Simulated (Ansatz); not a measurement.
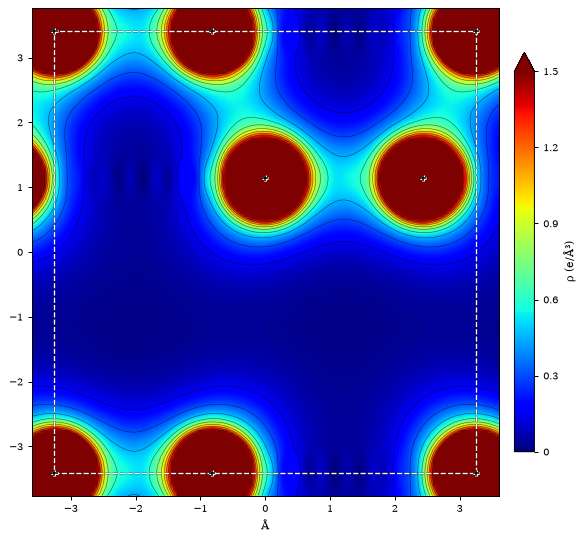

The valence pseudo-density on a plane through atoms (crosses mark nuclei in the plane).

The calculation used DFT r2SCAN, scalar-relativistic, plane waves, PAW (Ansatz 0.2.0).

Candidates:
A. Ge, a = 3.94 Å, b = 3.94 Å, c = 6.50 Å, α = 90.00°, β = 90.00°, γ = 120.00°. Space group P6₃/mmc; a structure from a database of computed crystals, not necessarily the ambient phase; changed on purpose from its base cell (strain -0.015 along x and y, -0.015 along z, atoms carried along); computed pressure about 4 GPa in this cell.
B. WS₂, a = 3.18 Å, b = 3.18 Å, c = 35.31 Å, α = 90.00°, β = 90.00°, γ = 120.00°. Space group P-3m1; a structure from a database of computed crystals, not necessarily the ambient phase.

### Which candidate gave the map?

Candidate A: Ge on the (110) plane of the conventional cell, which holds Ge. Ge–Ge (2.42 Å): ρ is about 0.55 e/Å³ halfway.
